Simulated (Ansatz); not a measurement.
# Elastic-constant calculation, with input and output: GaAs (part 2 of 2)

The same run, continued: GaAs (2 atoms in the cell); DFT PBE0, scalar-relativistic, plane waves, PAW, no spin polarisation (Ansatz 0.2.0); cutoff 420 eV, 10×10×10 k-mesh, Fermi–Dirac smearing of 0.15 eV. It belongs to a series of runs on one base structure; here: elastic constants, atoms relaxed.

Geometry of the input (Å; fractional positions):
```
0.0000  2.6598  2.6598
2.6598  0.0000  2.6598
2.6598  2.6598  0.0000
Ga 0.0000  0.0000  0.0000
As 0.5000  0.5000  0.5000
```

## What the program printed, continued
```
k-points: 171 of 1000
preconditioner: auto → Kerker (q_TF=auto, 2.597 Å⁻¹)  [metal: Δε(μ)=0.021 eV  Ē_g=16.365 eV  σ=0.150 eV  W_gap=0.03  n_scr=14 (ndim 8)  ℏωp=25.7 eV  f_vac=0.000  D(μ)=0.96/eV (n_scr^D=8)]
SCF 21 converged in 13 iterations: F = -8639.234259 eV  dr2 = 6.86e-15
Frozen-core exchange: fock
eigensolver tolerance schedule calibrated: the retry pair's looser diagonalisation under-reported the residual by θ = 0.34 (0.11/decade); ethr = c·dr2/N_el runs at the constant in force after the calibration composes with the one it found (an armed cap, an earlier calibration), c = 8.9e-2
preconditioner: auto → Kerker (q_TF=auto, 2.597 Å⁻¹)  [metal: Δε(μ)=0.016 eV  Ē_g=19.979 eV  σ=0.150 eV  W_gap=0.03  n_scr=14 (ndim 8)  ℏωp=25.7 eV  f_vac=0.000  D(μ)=0.50/eV (n_scr^D=0)]
SCF 22 stopped early in 6 iterations: F = -8640.685505 eV  dr2 = 4.66e-6
  Residual-converged pass: ⟨swp⟩=3.0  Hψ=7848  notcnv=0  max |occ|·‖R‖ = 6.6e-6 eV (tolerance 6.7e-6 eV)  dr2=4.66e-6  dr2_onsite=4.35e-8  max |Δocc| = 4.1e-9
hybrid outer 1: dexx = +1.864e-2 eV, tail = 7.42e-5 eV
Frozen-core exchange: fock
preconditioner: auto → Kerker (q_TF=auto, 2.597 Å⁻¹)  [metal: Δε(μ)=0.027 eV  Ē_g=19.866 eV  σ=0.150 eV  W_gap=0.05  n_scr=14 (ndim 8)  ℏωp=25.7 eV  f_vac=0.000  D(μ)=0.44/eV (n_scr^D=0)]
SCF 23 stopped early in 7 iterations: F = -8640.685526 eV  dr2 = 2.94e-11
  Residual-converged pass: ⟨swp⟩=2.5  Hψ=5293  notcnv=0  max |occ|·‖R‖ = 4.8e-7 eV (tolerance 4.8e-7 eV)  dr2=2.91e-11  dr2_onsite=4.92e-11  max |Δocc| = 8.9e-13
hybrid outer 2: dexx = +1.470e-6 eV, tail = 3.14e-8 eV, Δε = 1.18e-2 eV (about 3.80e-4 eV left of the loop's levels), ΔF = 1.26e-29 eV/Å (tail inf)
Frozen-core exchange: fock
preconditioner: auto → Kerker (q_TF=auto, 2.597 Å⁻¹)  [metal: Δε(μ)=0.031 eV  Ē_g=19.866 eV  σ=0.150 eV  W_gap=0.05  n_scr=14 (ndim 8)  ℏωp=25.7 eV  f_vac=0.000  D(μ)=0.44/eV (n_scr^D=0)]
SCF 24 converged in 8 iterations: F = -8640.685526 eV  dr2 = 1.36e-14
  Residual-converged pass: ⟨swp⟩=3.6  Hψ=8185  notcnv=0  max |occ|·‖R‖ = 1.0e-8 eV (tolerance 1.0e-8 eV)  dr2=1.23e-14  dr2_onsite=6.76e-15  max |Δocc| = 2.9e-13
hybrid outer 3: dexx = +7.683e-10 eV, tail = 1.21e-11 eV, Δε = 7.05e-5 eV (about 2.35e-6 eV left of the loop's levels), ΔF = 6.31e-30 eV/Å (tail inf)
preconditioner: auto → Kerker (q_TF=auto, 2.597 Å⁻¹)  [metal: Δε(μ)=0.020 eV  Ē_g=16.365 eV  σ=0.150 eV  W_gap=0.03  n_scr=14 (ndim 8)  ℏωp=25.7 eV  f_vac=0.000  D(μ)=0.96/eV (n_scr^D=8)]
SCF 25 converged in 14 iterations: F = -8639.234419 eV  dr2 = 5.62e-15
Frozen-core exchange: fock
eigensolver tolerance schedule calibrated: the retry pair's looser diagonalisation under-reported the residual by θ = 0.34 (0.11/decade); ethr = c·dr2/N_el runs at the constant in force after the calibration composes with the one it found (an armed cap, an earlier calibration), c = 8.9e-2
preconditioner: auto → Kerker (q_TF=auto, 2.597 Å⁻¹)  [metal: Δε(μ)=0.018 eV  Ē_g=19.980 eV  σ=0.150 eV  W_gap=0.03  n_scr=14 (ndim 8)  ℏωp=25.7 eV  f_vac=0.000  D(μ)=0.51/eV (n_scr^D=0)]
SCF 26 stopped early in 6 iterations: F = -8640.685479 eV  dr2 = 4.59e-6
  Residual-converged pass: ⟨swp⟩=3.0  Hψ=7841  notcnv=0  max |occ|·‖R‖ = 6.6e-6 eV (tolerance 6.7e-6 eV)  dr2=4.59e-6  dr2_onsite=4.06e-8  max |Δocc| = 3.2e-9
hybrid outer 1: dexx = +1.845e-2 eV, tail = 7.39e-5 eV
Frozen-core exchange: fock
preconditioner: auto → Kerker (q_TF=auto, 2.597 Å⁻¹)  [metal: Δε(μ)=0.036 eV  Ē_g=19.867 eV  σ=0.150 eV  W_gap=0.06  n_scr=14 (ndim 8)  ℏωp=25.7 eV  f_vac=0.000  D(μ)=0.45/eV (n_scr^D=0)]
SCF 27 stopped early in 7 iterations: F = -8640.685501 eV  dr2 = 2.86e-11
  Residual-converged pass: ⟨swp⟩=2.3  Hψ=4487  notcnv=0  max |occ|·‖R‖ = 5.4e-7 eV (tolerance 5.4e-7 eV)  dr2=2.83e-11  dr2_onsite=5.53e-11  max |Δocc| = 2.1e-12
hybrid outer 2: dexx = +1.857e-6 eV, tail = 3.20e-8 eV, Δε = 1.28e-2 eV (about 4.18e-4 eV left of the loop's levels), ΔF = 6.31e-30 eV/Å (tail inf)
Frozen-core exchange: fock
preconditioner: auto → Kerker (q_TF=auto, 2.597 Å⁻¹)  [metal: Δε(μ)=0.036 eV  Ē_g=19.866 eV  σ=0.150 eV  W_gap=0.06  n_scr=14 (ndim 8)  ℏωp=25.7 eV  f_vac=0.000  D(μ)=0.45/eV (n_scr^D=0)]
SCF 28 converged in 8 iterations: F = -8640.685501 eV  dr2 = 1.97e-14
  Residual-converged pass: ⟨swp⟩=3.5  Hψ=8216  notcnv=0  max |occ|·‖R‖ = 1.0e-8 eV (tolerance 1.0e-8 eV)  dr2=2.32e-14  dr2_onsite=5.95e-14  max |Δocc| = 1.9e-13
hybrid outer 3: dexx = +7.224e-10 eV, tail = 1.23e-11 eV, Δε = 7.38e-5 eV (about 2.50e-6 eV left of the loop's levels), ΔF = 3.79e-29 eV/Å (tail inf)
SCF 29 converged in 14 iterations: F = -8639.234419 eV  dr2 = 9.00e-15
Frozen-core exchange: fock
eigensolver tolerance schedule calibrated: the retry pair's looser diagonalisation under-reported the residual by θ = 0.34 (0.11/decade); ethr = c·dr2/N_el runs at the constant in force after the calibration composes with the one it found (an armed cap, an earlier calibration), c = 8.9e-2
SCF 30 stopped early in 6 iterations: F = -8640.685479 eV  dr2 = 4.60e-6
  Residual-converged pass: ⟨swp⟩=3.0  Hψ=7847  notcnv=0  max |occ|·‖R‖ = 6.6e-6 eV (tolerance 6.7e-6 eV)  dr2=4.60e-6  dr2_onsite=4.06e-8  max |Δocc| = 3.2e-9
hybrid outer 1: dexx = +1.844e-2 eV, tail = 7.39e-5 eV
Frozen-core exchange: fock
SCF 31 stopped early in 6 iterations: F = -8640.685501 eV  dr2 = 1.06e-10
  Residual-converged pass: ⟨swp⟩=2.0  Hψ=5121  notcnv=0  max |occ|·‖R‖ = 5.4e-7 eV (tolerance 5.4e-7 eV)  dr2=1.06e-10  dr2_onsite=6.50e-10  max |Δocc| = 1.8e-12
hybrid outer 2: dexx = +1.853e-6 eV, tail = 3.34e-8 eV, Δε = 1.27e-2 eV (about 4.25e-4 eV left of the loop's levels), ΔF = 1.26e-29 eV/Å (tail inf)
Frozen-core exchange: fock
SCF 32 converged in 8 iterations: F = -8640.685501 eV  dr2 = 2.30e-14
  Residual-converged pass: ⟨swp⟩=3.9  Hψ=8754  notcnv=0  max |occ|·‖R‖ = 1.0e-8 eV (tolerance 1.0e-8 eV)  dr2=5.47e-14  dr2_onsite=5.21e-14  max |Δocc| = 3.5e-13
hybrid outer 3: dexx = +6.255e-10 eV, tail = 1.04e-11 eV, Δε = 1.05e-4 eV (about 3.50e-6 eV left of the loop's levels), ΔF = 6.31e-30 eV/Å (tail inf)
SCF 33 converged in 13 iterations: F = -8639.234259 eV  dr2 = 7.31e-15
Frozen-core exchange: fock
eigensolver tolerance schedule calibrated: the retry pair's looser diagonalisation under-reported the residual by θ = 0.34 (0.11/decade); ethr = c·dr2/N_el runs at the constant in force after the calibration composes with the one it found (an armed cap, an earlier calibration), c = 8.9e-2
SCF 34 stopped early in 6 iterations: F = -8640.685505 eV  dr2 = 4.66e-6
  Residual-converged pass: ⟨swp⟩=3.0  Hψ=7838  notcnv=0  max |occ|·‖R‖ = 6.6e-6 eV (tolerance 6.7e-6 eV)  dr2=4.66e-6  dr2_onsite=4.36e-8  max |Δocc| = 4.1e-9
hybrid outer 1: dexx = +1.864e-2 eV, tail = 7.42e-5 eV
Frozen-core exchange: fock
SCF 35 stopped early in 7 iterations: F = -8640.685526 eV  dr2 = 2.93e-11
  Residual-converged pass: ⟨swp⟩=2.3  Hψ=4471  notcnv=0  max |occ|·‖R‖ = 4.7e-7 eV (tolerance 4.8e-7 eV)  dr2=2.90e-11  dr2_onsite=6.04e-11  max |Δocc| = 9.3e-13
hybrid outer 2: dexx = +1.467e-6 eV, tail = 3.14e-8 eV, Δε = 1.18e-2 eV (about 3.80e-4 eV left of the loop's levels), ΔF = 6.58e-30 eV/Å (tail inf)
Frozen-core exchange: fock
SCF iter   1: F=—  HF=-8640.685526 eV  |F-HF|=—  |Δ(HF+E_count)|=         —  Δρ=3.10e-6  dr2=1.78e-9  ethr=5.60e-10  ⟨swp⟩=6.8  Hψ=8565  notcnv=0
SCF iter   2: F=—  HF=-8640.685526 eV  |F-HF|=—  |Δ(HF+E_count)|=  2.44e-10  Δρ=2.06e-6  dr2=9.18e-10  ethr=5.81e-12  ⟨swp⟩=4.0  Hψ=8945  notcnv=0
SCF iter   3: F=—  HF=-8640.685526 eV  |F-HF|=—  |Δ(HF+E_count)|=  6.55e-11  Δρ=1.10e-6  dr2=3.26e-10  ethr=3.24e-12  ⟨swp⟩=2.0  Hψ=5709  notcnv=0  defer=2
SCF iter   4: F=—  HF=-8640.685526 eV  |F-HF|=—  |Δ(HF+E_count)|=  9.46e-11  Δρ=1.44e-7  dr2=5.77e-12  ethr=1.16e-12  ⟨swp⟩=3.0  Hψ=6279  notcnv=0  defer=1
SCF iter   5: F=—  HF=-8640.685526 eV  |F-HF|=—  |Δ(HF+E_count)|=  3.64e-12  Δρ=1.11e-7  dr2=2.63e-12  ethr=1.00e-12  ⟨swp⟩=2.0  Hψ=5713  notcnv=0
SCF iter   6: F=—  HF=-8640.685526 eV  |F-HF|=—  |Δ(HF+E_count)|=  1.82e-12  Δρ=2.54e-8  dr2=3.06e-13  ethr=1.00e-12  ⟨swp⟩=2.0  Hψ=5709  notcnv=0
SCF iter   7: F=—  HF=-8640.685526 eV  |F-HF|=—  |Δ(HF+E_count)|=  1.82e-12  Δρ=1.92e-8  dr2=1.43e-13  ethr=1.00e-12  ⟨swp⟩=2.0  Hψ=5713  notcnv=0
SCF iter   8: F=-8640.685526 eV  HF=-8640.685526 eV  |F-HF|=1.82e-12  |Δ(HF+E_count)|=  1.82e-12  Δρ=7.10e-9  dr2=2.54e-14  ethr=1.00e-12  ⟨swp⟩=2.0  Hψ=5708  notcnv=0
SCF 36 converged in 8 iterations: F = -8640.685526 eV  dr2 = 2.54e-14
  Residual-converged pass: ⟨swp⟩=3.6  Hψ=8159  notcnv=0  max |occ|·‖R‖ = 1.0e-8 eV (tolerance 1.0e-8 eV)  dr2=3.26e-14  dr2_onsite=8.74e-15  max |Δocc| = 2.9e-13
```

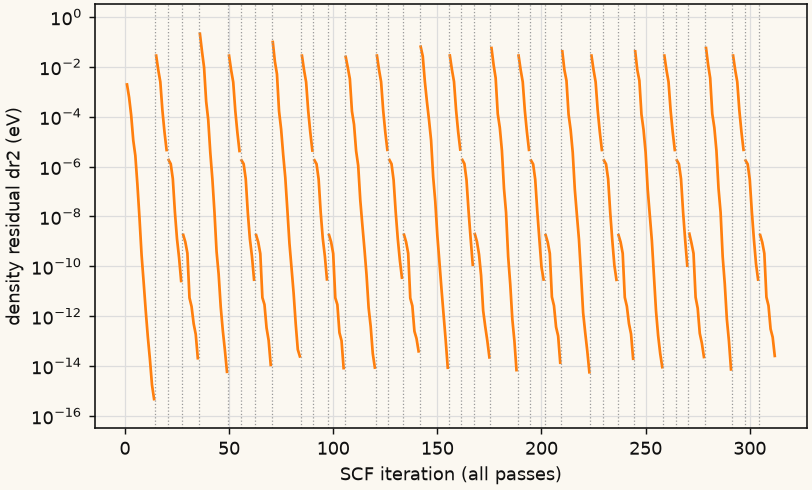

**Figure 1.** Convergence of the self-consistent field: density residual dr2 against the SCF iteration. The run starts with a semilocal functional; after that each stretch between dotted lines is one SCF of the hybrid functional between two exact rebuilds of the exchange operator by the outer loop. Early passes are stopped at a loose threshold. The 36 passes take 6 to 15 iterations each, 312 in all.

```
hybrid outer 3: dexx = +7.581e-10 eV, tail = 1.20e-11 eV, Δε = 7.26e-5 eV (about 2.42e-6 eV left of the loop's levels), ΔF = 5.05e-29 eV/Å (tail inf)
hybrid SCF converged: 3 outer / 21 inner (+14 warm-up), last move |dexx| = 7.04e-10 eV, tail = 1.23e-11 eV
Stability not checked: this state was not tested for a lower state beside it, because the functional holds exact exchange (a hybrid, or Hartree-Fock), whose exchange loop this test does not read (fock_operator; see scf.lower_state_search)
Free energy (F): -8640.685479 eV
Frozen-core exchange: fock
Harris-Foulkes:  -8640.685479 eV  (|F-HF|=0.00e0)
Internal energy: -8640.650369 eV  (E = F + TS)
E sigma→0 (E₀):  -8640.667924 eV
Entropy (-TS):   -0.035109 eV (-17.555 meV/atom)
Fermi energy:    10.529329 eV
--- Per-component energies (eV) ---
  E_band       = -330.256198
  E_kinetic    = 216.911124
  E_local      = -3342.514569  (includes V_loc(G=0)·N_el)
  E_nonlocal   = -244.710472
  E_hartree    = 1724.593758
  E_xc         = -114.044653
  E_vxc        = -105.758004  (∫ρ·V_xc dr)
  E_exx        = -120.469146  (= α·E_x^exact, valence–valence)
  E_paw        = -3739.553973  (= ΣΔE_a)
  E_vpaw       = -62.433358  (= ΣTr[D̂ρ^β])
  E_aug_tail   = -0.000155  (compensation charges beyond the density's cutoff)
  E_ewald      = -3020.135184
  E_core_change = -0.727099  (= ΣΔE_core)
  E_smearing   = -0.035109  (= −TS)
  E_closure    = 0.000000  (closes the sum)
  Σ components = -8640.685479   (vs F -8640.685479, Δ=0.00e0)
--- Forces (eV/Å), atoms counted from 1 ---
  atom   1  Ga    -0.00000000     0.00000000    -0.00000000
  atom   2  As    -0.00000000    -0.00000000     0.00000000
  max |Σ_I F_I| component: 4.25e-29 eV/Å
--- Stress (GPa, compression-positive) ---
        0.124937      -0.000000       0.000000
       -0.000000       0.124937      -0.000000
        0.000000       0.000000       0.124937
  P = ⅓ Tr σ = 0.1249 GPa (1.249 kbar)
--- Band table (eV; the first three rows and the last of 47) ---
  k-point 0: bands = ["-28.8390", "-28.8390", "-28.8287", "-28.8287", "-28.8287", "-7.6211", "-7.6211", "-7.5921", "-7.5921", "-7.5921", "-4.7869", "10.4491", "10.4491", "10.4491", "11.5603", "18.8751", "18.8751", "18.8751", "19.7399"]
  k-point 1: bands = ["-28.8390", "-28.8390", "-28.8286", "-28.8285", "-28.8285", "-7.6238", "-7.6238", "-7.5924", "-7.5898", "-7.5898", "-4.6322", "8.4337", "10.4425", "10.4425", "13.0521", "18.3382", "18.5001", "18.5001", "19.3583"]
  k-point 2: bands = ["-28.8390", "-28.8390", "-28.8284", "-28.8280", "-28.8280", "-7.6317", "-7.6317", "-7.5936", "-7.5829", "-7.5829", "-4.1757", "6.0955", "10.4562", "10.4562", "14.0342", "16.9581", "16.9581", "17.6783", "19.6592"]
  k-point 46: bands = ["-28.8401", "-28.8380", "-28.8282", "-28.8267", "-28.8252", "-7.7343", "-7.6268", "-7.5934", "-7.5729", "-7.5481", "-0.8916", "3.8870", "4.5476", "5.5399", "12.8872", "16.7956", "17.9661", "20.7869", "23.4226"]
--- Elastic constants: 2 strain directions × 4 members + reference (group order 48) ---
  dense FFT box of the reference and of every strained cell: 27×27×27
  strains applied: 11, 23; error gains: componentwise 1.00 (the most a stress slope's error grows in a printed constant), spectral 1.73 (1 for all six strains in a standard setting)
  C = ∂σ_k/∂η_j (tension-positive GPa; Voigt order 11 22 33 23 13 12):
       175.948     40.586     40.586      0.000     -0.000      0.000
        40.586    175.948     40.586      0.000     -0.000      0.000
        40.586     40.586    175.948     -0.000     -0.000     -0.000
        -0.000     -0.000      0.000     -8.015     -0.000      0.000
        -0.000      0.000     -0.000      0.000     -8.015      0.000
        -0.000      0.000     -0.000      0.000      0.000     -8.015
  reference stress σ⁰ (GPa):     -0.125     -0.125     -0.125      0.000     -0.000      0.000
  C* (energy form; C + prestress term) asymmetry max|C*_kj − C*_jk| = 1.421e-14 GPa — a small one proves nothing (zero by symmetry where the batch's group is 432, −43m or m−3m); a large one is finite-difference/SCF noise where every solve meets its electron count
  moduli (Voigt/Reuss/Hill, GPa): K = 85.71/85.71/85.71   G = 22.26/-14.50/3.88   E = 11.47   ν = 0.478
  mechanically stable: NO (min eigenvalue of sym C = -8.02 GPa)
  strain η (Voigt 11):  stress-route row diagonal C_11 = 175.95 GPa, energy-path curvature d²(F+E_count+ΔE)/dδ²/Ω₀ = 176.04 GPa
    cells at ±δ against ±2δ: C11 176.15 and 176.74 GPa, apart by 0.34 % of the column's largest entry
         δ    σ_11 (GPa)             F (eV)   n_scf  n_hpsi   n_pw
    -1.000e-2      -2.0170       -8640.6830229      35  177599    742   relax 0 steps, max|allowed force component| 4.40e-29 eV/Å
    -5.000e-3      -1.0379       -8640.6848038      35  177846    748   relax 0 steps, max|allowed force component| 4.42e-29 eV/Å
     5.000e-3       0.7236       -8640.6851183      36  183288    754   relax 0 steps, max|allowed force component| 1.70e-29 eV/Å
     1.000e-2       1.5178       -8640.6838039      34  174174    754   relax 0 steps, max|allowed force component| 6.71e-30 eV/Å
  strain η (Voigt 23):  stress-route row diagonal C_44 = -8.02 GPa, energy-path curvature d²(F+E_count+ΔE)/dδ²/Ω₀ = -8.00 GPa
    cells at ±δ against ±2δ: C44 -6.03 and -0.09 GPa, apart by 74.14 % of the column's largest entry
         δ    σ_23 (GPa)             F (eV)   n_scf  n_hpsi   n_pw
    -1.000e-2       0.0009       -8640.6855263      34  291246    749   relax 0 steps, max|allowed force component| 5.89e-29 eV/Å
    -5.000e-3       0.0302       -8640.6855008      35  296943    754   relax 0 steps, max|allowed force component| 1.58e-29 eV/Å
     5.000e-3      -0.0302       -8640.6855008      34  289843    754   relax 0 steps, max|allowed force component| 4.05e-29 eV/Å
     1.000e-2      -0.0009       -8640.6855263      34  291309    749   relax 0 steps, max|allowed force component| 7.41e-29 eV/Å
```

## File elastic.tsv
```
# convention: tension-positive GPa; Voigt order 11 22 33 23 13 12; engineering shear strains; stresses and constants hold the Pulay correction, whose part of sigma0, of c and of each member's stress the lines and columns named pulay_correction_..._gpa give (of c_energy it is that of c and, on the columns of strains 1 to 3, that of sigma0; of a layer's constants it is that of c in the plane, times a tenth of its plane spacing in ang); where a line pulay_correction_withheld stands none holds it
# sigma0_gpa = -1.2493687411e-1 -1.2493687411e-1 -1.2493687411e-1 2.3161111831e-17 -4.6322223661e-17 5.8264671949e-17
# pulay_correction_sigma0_gpa = -8.1699712973e-2 -8.1699712973e-2 -8.1699712973e-2 -0.0000000000e0 3.9236449631e-38 -7.8472899262e-38
# published_state_doubts = filled_band_counts_differ_across_k_points
# c_energy_asymmetry_gpa = 1.4210854715e-14
# group_order = 48
# error_gain_componentwise = 1.0000000000e0	error_gain_spectral = 1.7320508076e0
# k_voigt_gpa = 8.5706402249e1	k_reuss_gpa = 8.5706402249e1	k_hill_gpa = 8.5706402249e1
# g_voigt_gpa = 2.2263514713e1	g_reuss_gpa = -1.4503353422e1	g_hill_gpa = 3.8800806454e0
# youngs_gpa = 1.1467195190e1	poisson = 4.7770062506e-1
# min_eigenvalue_gpa = -8.0150015007e0	stable = false
# k	c_k1_gpa	c_k2_gpa	c_k3_gpa	c_k4_gpa	c_k5_gpa	c_k6_gpa	c_energy_k1_gpa	c_energy_k2_gpa	c_energy_k3_gpa	c_energy_k4_gpa	c_energy_k5_gpa	c_energy_k6_gpa	pulay_correction_c_k1_gpa	pulay_correction_c_k2_gpa	pulay_correction_c_k3_gpa	pulay_correction_c_k4_gpa	pulay_correction_c_k5_gpa	pulay_correction_c_k6_gpa
1	1.7594812096e2	4.0585542893e1	4.0585542893e1	1.3552527156e-20	-9.2730153767e-69	6.7762635780e-21	1.7582318409e2	4.0460606019e1	4.0460606019e1	1.3552527156e-20	-9.2730153767e-69	6.7762635780e-21	2.4382794412e-2	1.1034072085e-1	1.1034072085e-1	4.2351647363e-22	4.2351647363e-22	1.8715244229e-37
2	4.0585542893e1	1.7594812096e2	4.0585542893e1	3.3881317890e-21	-3.3881317890e-21	1.6739803372e-36	4.0460606019e1	1.7582318409e2	4.0460606019e1	3.3881317890e-21	-3.3881317890e-21	1.6739803372e-36	1.1034072085e-1	2.4382794412e-2	1.1034072085e-1	-1.2705494209e-21	8.4703294725e-22	-4.2351647363e-22
3	4.0585542893e1	4.0585542893e1	1.7594812096e2	-3.3881317890e-21	-1.3552527156e-20	-1.0164395367e-20	4.0460606019e1	4.0460606019e1	1.7582318409e2	-3.3881317890e-21	-1.3552527156e-20	-1.0164395367e-20	1.1034072085e-1	1.1034072085e-1	2.4382794412e-2	-8.4703294725e-22	-2.5610979486e-85	1.8715244226e-37
4	-4.9303806576e-32	-9.8607613153e-32	6.0771633573e-63	-8.0150015007e0	-1.2621774484e-29	2.3665827157e-30	2.3161111831e-17	2.3161111831e-17	2.3161111831e-17	-8.0150015007e0	-1.2621774484e-29	2.3665827157e-30	-9.0734289772e-36	-7.7037197775e-34	1.9662167372e-65	8.3583399363e-3	2.4651903288e-32	-5.7190082603e-51
5	-9.8607613153e-32	1.6928050719e-62	-3.9086047749e-31	1.2621774484e-29	-8.0150015007e0	1.5283255500e-30	-4.6322223661e-17	-4.6322223661e-17	-4.6322223661e-17	1.2621774484e-29	-8.0150015007e0	1.5283255500e-30	7.7037197775e-34	-1.5945512719e-34	3.3810287179e-34	-2.4651903288e-32	8.3583399363e-3	5.1512246940e-35
6	-1.1031221541e-29	1.1376349861e-29	-2.9582283946e-31	3.1554436209e-30	1.0968173139e-47	-8.0150015007e0	5.8264671949e-17	5.8264671949e-17	5.8264671949e-17	3.1554436209e-30	1.0968173139e-47	-8.0150015007e0	2.9288084783e-32	-3.0058269827e-32	5.4738221263e-48	-5.7190082603e-51	-1.1438016521e-50	8.3583399363e-3
```

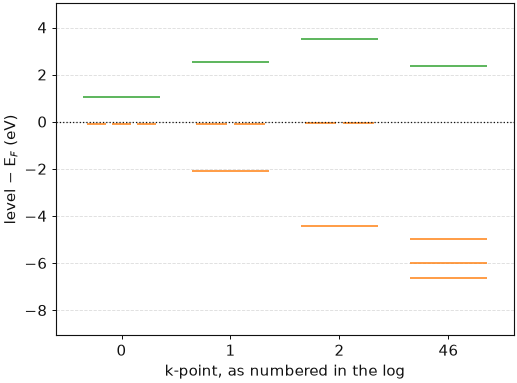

**Figure 2.** Kohn–Sham levels near the Fermi level (dotted) at the few k-points that the log prints; levels within 0.02 eV of each other stand side by side. The system is metallic on the full mesh.

## Summary

```csv
quantity,value
outcome,converged
space group (tolerance 0.01 Å),Fm-3m (225)
electrons treated,28
free energy,−8640.6855 eV
Fermi energy,10.529 eV
gap on the k-point mesh,none (metallic)
pressure,0.12 GPa
bulk modulus (Hill),85.7 GPa
shear modulus (Hill),3.9 GPa
largest force (length of the vector),under 0.001 eV/Å
elastic stability,unstable
wall time,5.5 min (CPU time 20 min)
peak memory,5.8 GiB
```

Results for this metal are sensitive to the k-point mesh.
